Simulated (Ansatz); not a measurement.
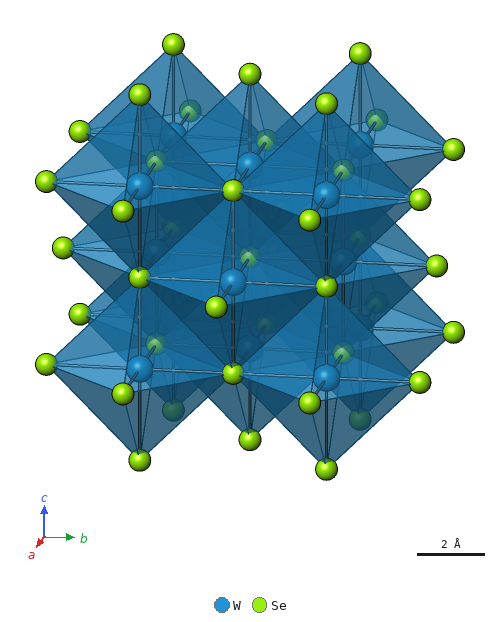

**Figure 1.** The starting structure (polyhedral view of the cell 4 times as large as that of the calculation, set on its symmetry axes, seen slightly off an axis; polyhedra are completed across the faces of the cell). An atom can appear more than once, as a periodic image.

Run report: WSe, geometry relaxation (part 1 of 2)

- system: WSe (Fm-3m, 2 atoms in the cell)
- method: DFT r2SCAN+U, scalar-relativistic, plane waves, PAW, Ueff = 6.2 eV on W d, spin-polarised (Ansatz 0.2.0)

The structure was built on a prototype by a generator; it need not be a known phase. Figures and captions count atoms from 1; the log counts them from 0 in places.

Input
```yaml
crystal:
  lattice:
    - [0.0, 2.8530058079, 2.8530058079]
    - [2.8530058079, 0.0, 2.8530058079]
    - [2.8530058079, 2.8530058079, 0.0]
  atoms:
    - { symbol: W, position: [0.0, 0.0, 0.0], spin: 1.0 }
    - { symbol: Se, position: [0.5, 0.5, 0.5] }
basis:
  ecutwfc: 500
kpoints:
  mp_grid: { grid: [12, 12, 12] }
hamiltonian:
  xc: r2scan
  hubbard: { sites: [{ species: W, l: d, u_eff: 6.2 }] }
scf:
  occupations: { method: gaussian, width: 0.1 }
output:
  forces: true
  stress: true
  eigenvalues: true
  populations: true
  write_density: true
  write_potential: true
  elf: true
  volumetric_format: npy
magnetization:
  spin_polarized: true
relax:
  adjacent_minimum: "off"
  f_tol: 0.01
  max_steps: 60
  cell: { stress_tol: 0.05 }
```

Hardware: 1 thread of Oxide Virtual Turin-like (Zen 5), 32 GiB of memory available, shared host.

Launch command:
```bash
ansatz run input.yaml --threads 1 --pin off --max-ram 2560MiB --backend cpu --events-out ev --progress --plain --runs-dir out
```

Output
```
W: projections on atomic orbitals take those of the free atom [Kr 4d10 4f14] 5s2 5p6 5d4 6s2, of charge +0.00 (hamiltonian.pseudopotentials.projection_atoms); the dataset's partial waves leave at most 6.5e-5 of an orbital's norm unspanned inside its sphere
Se: projections on atomic orbitals take those of the free atom [Ar] 3d10 4s2 4p4, of charge +0.00 (hamiltonian.pseudopotentials.projection_atoms); the dataset's partial waves leave at most 2.3e-6 of an orbital's norm unspanned inside its sphere
Engine: ansatz 0.2.0, x86_64-unknown-linux-gnu
Pseudopotentials: kind: paw
Pseudopotential: W, paw, valence charge 14, recommended cutoff 500 eV (meta_gga), W.paw.azcp
Pseudopotential: Se, paw, valence charge 16, recommended cutoff 500 eV (meta_gga), Se.paw.azcp
Functional definition: r2SCAN
  parameter k0 = 0.174
  parameter k1 = 0.065
  parameter a1 = 4.9479
  exchange = r2scan_x(k0 = k0, k1 = k1, a1 = a1)
  correlation = r2scan_c
Crystal: 2 atoms, lattice volume = 46.445 Å³
Basis set: ecut = 500 eV, 1243 PW (Γ), exchange–correlation on 120×120×120 points (64 copies of the dense FFT grid, shifted against one another)
Bands: 20, of which v1, the nominal top of the filled ones, is band 15 counted from 1 (14 counted from 0)
Symmetry: 48 space group operations
Space group: Fm-3m (ITA 225), of the structure as read, at distance tolerance 3.6e-5 Å
Magnetic group: BNS 225.116 (UNI 1618), of the structure as read, at distance tolerance 3.6e-5 Å
k-points: 72 of 1728
Non-local potential: W, projectors of the file, l = 0: 3, l = 1: 2, l = 2: 2, l = 3: 1
Non-local potential: Se, projectors of the file, l = 0: 2, l = 1: 2, l = 2: 3, l = 3: 1
PAW form: soft (Blöchl's): semilocal exchange-correlation on the pseudo side does not see the compensation charge
PAW frozen core: W, regenerated for the run's functional (the file was generated under x = pbe(κ = 0.804, μ = 0.2195149727645171), c = pbe(β = 0.06672455060314922))
PAW frozen core: Se, regenerated for the run's functional (the file was generated under x = pbe(κ = 0.804, μ = 0.2195149727645171), c = pbe(β = 0.06672455060314922))
PAW one-centre angular grid: W, 590 points (default); XC on 160 Gauss nodes
PAW one-centre angular grid: Se, 590 points (default); XC on 160 Gauss nodes
Initial density: superposition of atomic densities (chi_scale 0.1, normalization cell)
Starting moments: Σ|m| = 1 μB on 1 of 2 sites
Initial wavefunctions: pseudopotential atomic-orbital guess
Functional: x = r2scan, c = r2scan; τ floored in thin density (d = 2e-4 eV/Å³)
iter 1 solved again at ethr=6.08e-4 eV; its pass at ethr=3.10e-3 eV (dr2=1.82e-1 eV) is discarded
SCF iter   1: F=—  HF=-15865.046560 eV  |F-HF|=—  |Δ(HF+E_count)|=         —  Δρ=4.75e-2 (↑4.53e-2 ↓4.75e-2)  dr2=1.83e-1  dr2_τ=1.18e-1  dr2_m=8.53e-1  M=3.096 μB ∫|m|=3.111 μB  β_m=1.00  ethr=6.08e-4  ⟨swp⟩=1.0  Hψ=17563  notcnv=0
preconditioner: auto → Kerker (q_TF=auto, 2.537 Å⁻¹)  [metal: Δε(μ)=0.012 eV  Ē_g=8.181 eV  σ=0.100 eV  W_gap=0.07  n_scr=14 (ndim 8)  ℏωp=18.9 eV  f_vac=0.000  D(μ)=2.60/eV (n_scr^D=26)]
spin=Collinear: Kerker preconditioning applied to the charge; magnetization (m = ρ↑ − ρ↓) channel mixes plain (no charge-response kernel on spin).
SCF iter   2: F=—  HF=-15867.700953 eV  |F-HF|=—  |Δ(HF+E_count)|=    2.65e0  Δρ=2.31e-2 (↑2.31e-2 ↓2.00e-2)  dr2=1.34e-1  dr2_τ=2.20e-2  dr2_m=1.59e-1  M=3.940 μB ∫|m|=4.027 μB  β_m=1.00  ethr=6.08e-4  ⟨swp⟩=3.0  Hψ=6329  notcnv=0  κ⁻¹=1.0e0(r=1)
SCF iter   3: F=—  HF=-15868.929602 eV  |F-HF|=—  |Δ(HF+E_count)|=    1.23e0  Δρ=9.99e-3 (↑9.99e-3 ↓9.30e-3)  dr2=1.16e-1  dr2_τ=2.05e-3  dr2_m=9.50e-3  M=4.000 μB ∫|m|=4.227 μB  β_m=1.00  ethr=4.46e-4  ⟨swp⟩=2.6  Hψ=5686  notcnv=0  defer=39  κ⁻¹=2.6e-2(r=2)
SCF iter   4: F=—  HF=-15869.524165 eV  |F-HF|=—  |Δ(HF+E_count)|=   5.95e-1  Δρ=4.46e-3 (↑3.50e-3 ↓4.46e-3)  dr2=2.62e-2  dr2_τ=3.37e-4  dr2_m=1.46e-3  M=4.000 μB ∫|m|=4.315 μB  β_m=1.00  ethr=3.87e-4  ⟨swp⟩=2.0  Hψ=4655  notcnv=0  defer=39  κ⁻¹=4.7e-3(r=3)
SCF iter   5: F=—  HF=-15869.830026 eV  |F-HF|=—  |Δ(HF+E_count)|=   3.06e-1  Δρ=2.56e-3 (↑1.96e-3 ↓2.56e-3)  dr2=9.17e-3  dr2_τ=8.36e-5  dr2_m=6.76e-4  M=4.000 μB ∫|m|=4.376 μB  β_m=1.00  ethr=8.73e-5  ⟨swp⟩=2.4  Hψ=5244  notcnv=0  defer=40  κ⁻¹=9.7e-5(r=4)
SCF iter   6: F=—  HF=-15869.991784 eV  |F-HF|=—  |Δ(HF+E_count)|=   1.62e-1  Δρ=2.19e-3 (↑2.19e-3 ↓8.28e-4)  dr2=2.43e-3  dr2_τ=1.98e-4  dr2_m=7.49e-4  M=4.000 μB ∫|m|=4.433 μB  β_m=1.00  ethr=3.06e-5  ⟨swp⟩=2.0  Hψ=5764  notcnv=0  defer=40  κ⁻¹=5.8e-6(r=5)
SCF iter   7: F=—  HF=-15870.074817 eV  |F-HF|=—  |Δ(HF+E_count)|=   8.30e-2  Δρ=1.82e-3 (↑1.82e-3 ↓5.24e-4)  dr2=3.08e-3  dr2_τ=2.79e-5  dr2_m=3.19e-4  M=4.000 μB ∫|m|=4.469 μB  β_m=1.00  ethr=8.11e-6  ⟨swp⟩=2.0  Hψ=4205  notcnv=0  defer=41  κ⁻¹=5.8e-6(r=6)
SCF iter   8: F=—  HF=-15870.118967 eV  |F-HF|=—  |Δ(HF+E_count)|=   4.41e-2  Δρ=1.20e-3 (↑1.20e-3 ↓4.59e-4)  dr2=1.68e-3  dr2_τ=8.96e-6  dr2_m=1.39e-4  M=4.000 μB ∫|m|=4.492 μB  β_m=1.00  ethr=8.11e-6  ⟨swp⟩=2.1  Hψ=4213  notcnv=0  defer=41  κ⁻¹=3.6e-6(r=7)
SCF iter   9: F=—  HF=-15870.142738 eV  |F-HF|=—  |Δ(HF+E_count)|=   2.38e-2  Δρ=9.10e-4 (↑9.10e-4 ↓3.23e-4)  dr2=9.99e-4  dr2_τ=4.59e-6  dr2_m=7.96e-5  M=4.000 μB ∫|m|=4.510 μB  β_m=1.00  ethr=5.60e-6  ⟨swp⟩=2.1  Hψ=3969  notcnv=0  defer=41
Mixer restart at iter 9: flushing history
spin-set hold released at iteration 9 (site moments contracting): the magnetisation degrees of freedom join the quasi-Newton model from the next iteration; the mixer history was flushed
SCF iter  10: F=—  HF=-15870.155831 eV  |F-HF|=—  |Δ(HF+E_count)|=   1.31e-2  Δρ=9.34e-4 (↑9.34e-4 ↓3.58e-4)  dr2=1.31e-3  dr2_τ=5.96e-6  dr2_m=5.37e-5  M=4.000 μB ∫|m|=4.526 μB  β_m=1.00  ethr=3.33e-6  ⟨swp⟩=2.0  Hψ=3436  notcnv=0  defer=42  κ⁻¹=1.0e0(r=1)
SCF iter  11: F=—  HF=-15870.171887 eV  |F-HF|=—  |Δ(HF+E_count)|=   1.61e-2  Δρ=7.45e-4 (↑7.45e-4 ↓7.01e-4)  dr2=1.62e-3  dr2_τ=3.46e-6  dr2_m=1.06e-6  M=4.000 μB ∫|m|=4.568 μB  β_m=1.00  ethr=3.33e-6  ⟨swp⟩=2.1  Hψ=4928  notcnv=0  defer=42  κ⁻¹=1.8e-3(r=2)
Mixer restart at iter 11: flushing history
SCF iter  12: F=—  HF=-15869.907415 eV  |F-HF|=—  |Δ(HF+E_count)|=         —  Δρ=8.83e-4 (↑8.83e-4 ↓2.28e-4)  dr2=8.57e-4  dr2_τ=8.06e-6  dr2_m=6.77e-5  M=4.000 μB ∫|m|=4.591 μB  β_m=1.00  ethr=3.33e-6  ⟨swp⟩=2.4  Hψ=4587  notcnv=0  defer=42
Mixer restart at iter 12: flushing history
SCF iter  13: F=—  HF=-15870.171858 eV  |F-HF|=—  |Δ(HF+E_count)|=   2.64e-1  Δρ=5.10e-4 (↑5.10e-4 ↓2.19e-4)  dr2=1.13e-4  dr2_τ=1.65e-5  dr2_m=4.04e-5  M=4.000 μB ∫|m|=4.580 μB  β_m=1.00  ethr=1.67e-4  ⟨swp⟩=1.0  Hψ=3497  notcnv=0  defer=46
SCF iter  14: F=—  HF=-15870.171963 eV  |F-HF|=—  |Δ(HF+E_count)|=   1.05e-4  Δρ=2.77e-4 (↑2.77e-4 ↓1.52e-4)  dr2=9.77e-5  dr2_τ=7.19e-7  dr2_m=2.43e-6  M=4.000 μB ∫|m|=4.577 μB  β_m=1.00  ethr=3.76e-7  ⟨swp⟩=2.4  Hψ=4522  notcnv=0  defer=46  κ⁻¹=1.0e0(r=1)
SCF iter  15: F=—  HF=-15870.172025 eV  |F-HF|=—  |Δ(HF+E_count)|=   6.16e-5  Δρ=1.50e-4 (↑1.50e-4 ↓1.50e-4)  dr2=5.66e-5  dr2_τ=2.20e-7  dr2_m=1.06e-7  M=4.000 μB ∫|m|=4.574 μB  β_m=1.00  ethr=3.26e-7  ⟨swp⟩=2.1  Hψ=4269  notcnv=0  defer=46  κ⁻¹=2.0e-1(r=2)
SCF iter  16: F=—  HF=-15870.172063 eV  |F-HF|=—  |Δ(HF+E_count)|=   3.81e-5  Δρ=6.85e-5 (↑6.04e-5 ↓6.85e-5)  dr2=5.43e-6  dr2_τ=9.06e-8  dr2_m=6.18e-8  M=4.000 μB ∫|m|=4.572 μB  β_m=1.00  ethr=1.89e-7  ⟨swp⟩=2.2  Hψ=4573  notcnv=0  defer=46  κ⁻¹=4.1e-3(r=3)
SCF iter  17: F=—  HF=-15870.172061 eV  |F-HF|=—  |Δ(HF+E_count)|=         —  Δρ=6.44e-5 (↑6.44e-5 ↓3.50e-5)  dr2=5.85e-6  dr2_τ=4.16e-8  dr2_m=1.67e-7  M=4.000 μB ∫|m|=4.572 μB  β_m=1.00  ethr=1.81e-8  ⟨swp⟩=2.1  Hψ=4918  notcnv=0  defer=46
Mixer restart at iter 17: flushing history
SCF iter  18: F=—  HF=-15869.971056 eV  |F-HF|=—  |Δ(HF+E_count)|=         —  Δρ=6.27e-3 (↑6.27e-3 ↓1.72e-5)  dr2=2.65e-2  dr2_τ=7.94e-4  dr2_m=4.19e-3  M=4.000 μB ∫|m|=4.683 μB  ethr=1.67e-4  ⟨swp⟩=1.5  Hψ=3265  notcnv=0  defer=46
Mixer restart at iter 18: flushing history
SCF iter  19: F=—  HF=-15870.172062 eV  |F-HF|=—  |Δ(HF+E_count)|=         —  Δρ=3.73e-5 (↑3.73e-5 ↓3.39e-5)  dr2=1.85e-6  dr2_τ=2.51e-8  dr2_m=1.06e-8  M=4.000 μB ∫|m|=4.572 μB  β_m=1.00  ethr=1.81e-8  ⟨swp⟩=4.2  Hψ=8307  notcnv=0  defer=37
SCF iter  20: F=—  HF=-15870.172062 eV  |F-HF|=—  |Δ(HF+E_count)|=   4.84e-8  Δρ=2.75e-5 (↑2.66e-5 ↓2.75e-5)  dr2=1.04e-6  dr2_τ=1.76e-8  dr2_m=9.66e-10  M=4.000 μB ∫|m|=4.572 μB  β_m=1.00  ethr=6.17e-9  ⟨swp⟩=1.0  Hψ=4032  notcnv=0  defer=37  κ⁻¹=1.0e0(r=1)
SCF iter  21: F=-15870.172063 eV  HF=-15870.172063 eV  |F-HF|=5.30e-8  |Δ(HF+E_count)|=   2.62e-7  Δρ=8.77e-6 (↑8.77e-6 ↓5.51e-6)  dr2=3.56e-8  dr2_τ=1.67e-9  dr2_m=5.88e-9  M=4.000 μB ∫|m|=4.572 μB  ethr=3.33e-10  ⟨swp⟩=7.9  Hψ=17788  notcnv=0
SCF 1 converged in 21 iterations: F = -15870.172063 eV  dr2 = 3.56e-8
  greatest PAW one-centre occupation: 1.000 electrons in one spin orbital (limit 2), on the Se atom at site 1 (counted from 0), in its partial waves of l = 2
relax step   1: F+E_penalty+E_count = -15870.17206280 eV  Δ(F+E_penalty+E_count) = +0.000e0 eV  max|allowed force component| = 1.923e-30 eV/Å  Δτ_max = 0.0000 Å  P = -0.002 GPa  Ω = 46.445 Å³  (21 SCF iters, dr2 threshold 1.00e-7 eV, accepted)
Initial density: handed on by an earlier stage of this run
Starting moments: Σ|m| = 1 μB on 1 of 2 sites; this step starts from the density that it was given
Initial wavefunctions: pseudopotential atomic-orbital guess (no wavefunctions were taken with the density)
iter 1 solved again at ethr=5.63e-9 eV; its pass at ethr=3.10e-3 eV (dr2=1.69e-6 eV) is discarded
```
